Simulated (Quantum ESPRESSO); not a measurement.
**Relaxation of cell and atoms of CoO (part 2 of 2)**

CoO (R3m, 2 atoms in the cell); Kohn-Sham DFT of a periodic cell, PBEsol, GBRV 1.5 PBEsol, spin-polarised (Quantum ESPRESSO 7.5); cutoff 870.76 eV, 8×8×8 k-mesh, fermi-dirac of 0.05 eV, collinear spins. The structure derives from a Materials Project entry.

Geometry of the input (Å; fractional positions):
```
1.6022  0.9250  2.5665
-1.6022  0.9250  2.5665
0.0000  -1.8501  2.5665
Co 0.9990  0.9990  0.9990
O  0.7510  0.7510  0.7510
```

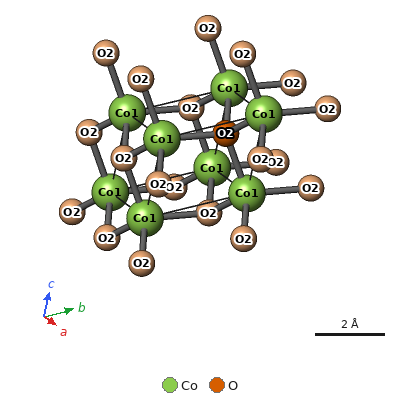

Fig. 1: The input geometry (ball-and-stick view of the cell of the calculation, seen slightly off an axis; neighbours outside the cell are drawn fainter; atoms are numbered from 1 in the order of the input). An atom can appear more than once, as a periodic image.

The program's output, continued
```
     total magnetization       =     2.33 Bohr mag/cell
     absolute magnetization    =     2.33 Bohr mag/cell

     iteration #  6     ecut=    64.00 Ry     beta= 0.30
     Davidson diagonalization with overlap
     ethr =  1.58E-04,  avg # of iterations =  1.0

     total energy              =    -330.44996172 Ry
     estimated scf accuracy    <       0.03649236 Ry

     total magnetization       =     2.59 Bohr mag/cell
     absolute magnetization    =     2.59 Bohr mag/cell

     iteration #  7     ecut=    64.00 Ry     beta= 0.30
     Davidson diagonalization with overlap
     ethr =  1.58E-04,  avg # of iterations =  1.0

     total energy              =    -330.44681304 Ry
     estimated scf accuracy    <       0.03071170 Ry

     total magnetization       =     2.78 Bohr mag/cell
     absolute magnetization    =     2.78 Bohr mag/cell

     iteration #  8     ecut=    64.00 Ry     beta= 0.30
     Davidson diagonalization with overlap
     ethr =  1.34E-04,  avg # of iterations =  1.0

     total energy              =    -330.44951226 Ry
     estimated scf accuracy    <       0.00355015 Ry

     total magnetization       =     2.95 Bohr mag/cell
     absolute magnetization    =     2.96 Bohr mag/cell

     iteration #  9     ecut=    64.00 Ry     beta= 0.30
     Davidson diagonalization with overlap
     ethr =  1.54E-05,  avg # of iterations =  1.9

     total energy              =    -330.44988501 Ry
     estimated scf accuracy    <       0.00006278 Ry

     total magnetization       =     2.90 Bohr mag/cell
     absolute magnetization    =     2.91 Bohr mag/cell

     iteration # 10     ecut=    64.00 Ry     beta= 0.30
     Davidson diagonalization with overlap
     ethr =  2.73E-07,  avg # of iterations =  3.0

     total energy              =    -330.44985530 Ry
     estimated scf accuracy    <       0.00006945 Ry

     total magnetization       =     2.90 Bohr mag/cell
     absolute magnetization    =     2.91 Bohr mag/cell

[... 70 further cycles ...]
     iteration # 10     ecut=    64.00 Ry     beta= 0.30
     Davidson diagonalization with overlap
     ethr =  7.06E-07,  avg # of iterations =  1.0

     total energy              =    -330.45196225 Ry
     estimated scf accuracy    <       0.00007127 Ry

     total magnetization       =     2.56 Bohr mag/cell
     absolute magnetization    =     2.57 Bohr mag/cell

     iteration # 11     ecut=    64.00 Ry     beta= 0.30
     Davidson diagonalization with overlap
     ethr =  3.10E-07,  avg # of iterations =  1.9

     total energy              =    -330.45200900 Ry
     estimated scf accuracy    <       0.00003139 Ry

     total magnetization       =     2.60 Bohr mag/cell
     absolute magnetization    =     2.61 Bohr mag/cell

     iteration # 12     ecut=    64.00 Ry     beta= 0.30
     Davidson diagonalization with overlap
     ethr =  1.36E-07,  avg # of iterations =  1.0

     total energy              =    -330.45201141 Ry
     estimated scf accuracy    <       0.00000160 Ry

     total magnetization       =     2.60 Bohr mag/cell
     absolute magnetization    =     2.61 Bohr mag/cell

     iteration # 13     ecut=    64.00 Ry     beta= 0.30
     Davidson diagonalization with overlap
     ethr =  6.96E-09,  avg # of iterations =  1.5

     total energy              =    -330.45201272 Ry
     estimated scf accuracy    <       0.00000023 Ry

     total magnetization       =     2.60 Bohr mag/cell
     absolute magnetization    =     2.62 Bohr mag/cell

     iteration # 14     ecut=    64.00 Ry     beta= 0.30
     Davidson diagonalization with overlap
     ethr =  1.02E-09,  avg # of iterations =  1.0

     total energy              =    -330.45201279 Ry
     estimated scf accuracy    <          8.1E-09 Ry

     total magnetization       =     2.60 Bohr mag/cell
     absolute magnetization    =     2.61 Bohr mag/cell

     iteration # 15     ecut=    64.00 Ry     beta= 0.30
     Davidson diagonalization with overlap
     ethr =  3.52E-11,  avg # of iterations =  1.8

     total energy              =    -330.45201280 Ry
     estimated scf accuracy    <          8.5E-10 Ry

     total magnetization       =     2.60 Bohr mag/cell
     absolute magnetization    =     2.61 Bohr mag/cell

     iteration # 16     ecut=    64.00 Ry     beta= 0.30
     Davidson diagonalization with overlap
     ethr =  3.72E-12,  avg # of iterations =  2.0

     total energy              =    -330.45201281 Ry
     estimated scf accuracy    <          2.2E-10 Ry

     total magnetization       =     2.60 Bohr mag/cell
     absolute magnetization    =     2.61 Bohr mag/cell

     iteration # 17     ecut=    64.00 Ry     beta= 0.30
     Davidson diagonalization with overlap
     ethr =  9.78E-13,  avg # of iterations =  1.6

     total energy              =    -330.45201281 Ry
     estimated scf accuracy    <          2.6E-11 Ry

     total magnetization       =     2.60 Bohr mag/cell
     absolute magnetization    =     2.61 Bohr mag/cell

     iteration # 18     ecut=    64.00 Ry     beta= 0.30
     Davidson diagonalization with overlap
     ethr =  1.15E-13,  avg # of iterations =  2.0

     total energy              =    -330.45201281 Ry
     estimated scf accuracy    <          7.7E-12 Ry

     total magnetization       =     2.60 Bohr mag/cell
     absolute magnetization    =     2.61 Bohr mag/cell

     iteration # 19     ecut=    64.00 Ry     beta= 0.30
     Davidson diagonalization with overlap
     ethr =  1.00E-13,  avg # of iterations =  1.3

     Magnetic moment per site  (integrated on atomic sphere of radius R)
     atom   1 (R=0.249)  charge= 14.1298  magn=  2.1113
     atom   2 (R=0.249)  charge=  5.2846  magn=  0.2915

     End of self-consistent calculation

     Number of k-points >= 100: set verbosity='high' to print the bands.

     the Fermi energy is    12.1149 ev

!    total energy              =    -330.45201281 Ry
     estimated scf accuracy    <          7.7E-13 Ry
     smearing contrib. (-TS)   =      -0.00177755 Ry
     internal energy E=F+TS    =    -330.45023526 Ry

     The total energy is F=E-TS. E is the sum of the following terms:
     one-electron contribution =    -206.87629597 Ry
     hartree contribution      =     115.19281205 Ry
     xc contribution           =     -39.56071636 Ry
     ewald contribution        =    -199.20603499 Ry

     total magnetization       =     2.60 Bohr mag/cell
     absolute magnetization    =     2.61 Bohr mag/cell

     convergence has been achieved in  19 iterations

     Forces acting on atoms (cartesian axes, Ry/au):

     atom    1 type  1   force =     0.00000000    0.00000000    0.00000133
     atom    2 type  2   force =    -0.00000000   -0.00000000   -0.00000133

     Total force =     0.000002     Total SCF correction =     0.000001
     SCF correction compared to forces is large: reduce conv_thr to get better values

     Computing stress (Cartesian axis) and pressure

          total   stress  (Ry/bohr**3)                   (kbar)     P=       20.93
   0.00014353  -0.00000000  -0.00000000           21.11       -0.00       -0.00
  -0.00000000   0.00014353   0.00000000           -0.00       21.11        0.00
   0.00000000   0.00000000   0.00013974            0.00        0.00       20.56

=------------------------------------------------------------------------------=
   JOB DONE.
=------------------------------------------------------------------------------=
```

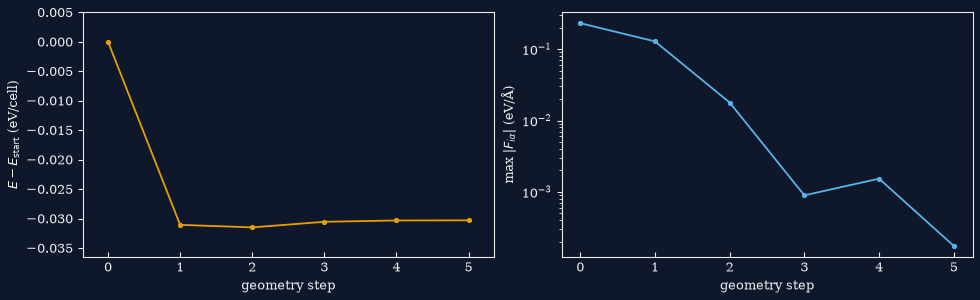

Fig. 2: Progress of the relaxation, step by step (steps are counted from 0).

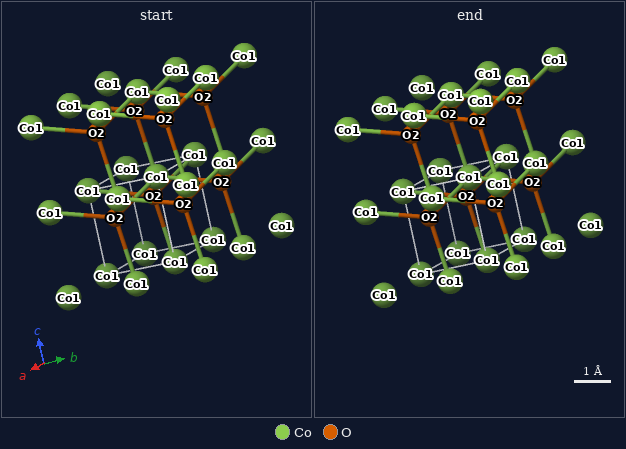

Fig. 3: Before (left) and after (right) the relaxation, at one scale (ball-and-stick view of the cell of the calculation, repeated 2 × 2 × 2, seen slightly off an axis). The largest moves relative to the cell, 0.009 Å, are those of Co1 and O2. By element the largest moves are Co 0.009 Å, O 0.009 Å. Cell: a = b = c 3.164 → 3.105 Å (−1.9 %), α 60.9° → 60.1°, β 60.9° → 60.1°, γ 60.9° → 60.1°. Volume −7.1 %. Among the contacts that change: Co1–O2 1.963 → 1.902 Å. The space group (tolerance 0.01 Å) goes from R3m (No. 160) to F-43m (No. 216). After 5 geometry steps the energy has fallen by 30.3 meV per cell of the calculation. Largest force component: 0.23 eV/Å at the start, 0.00017 eV/Å at the end. (Atoms are counted from 1 in the order of the input.)

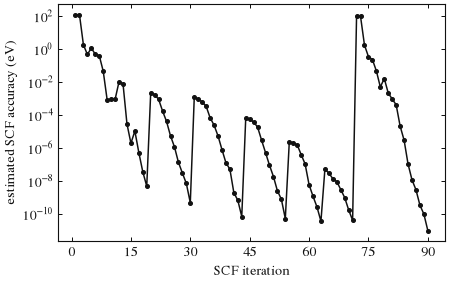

Fig. 4: Convergence of the self-consistent field: estimated SCF accuracy against the iteration. The field takes 90 iterations in all.

Results in brief

| quantity | value |
| --- | --- |
| outcome | converged |
| space group (tolerance 0.01 Å) | R3m (160) → F-43m (216) |
| electrons treated | 23 |
| free energy | −4496.0287 eV |
| Fermi energy | 12.115 eV |
| gap on the k-point mesh | none (metallic) |
| net moment of the cell | 2.60 μB |
| integrated absolute moment | 2.61 μB |
| pressure | 2.09 GPa |
| final volume | 21.19 Å³ |
| largest force (length of the vector) at the end | under 0.001 eV/Å |
| final cell | a = 3.105 Å, b = 3.105 Å, c = 3.105 Å, α = 60.06°, β = 60.06°, γ = 60.06° |
| wall time | 3.8 min (CPU time 7.6 min) |
| peak memory | 0.34 GiB |

Notes on the run: SCF correction compared to forces is large.
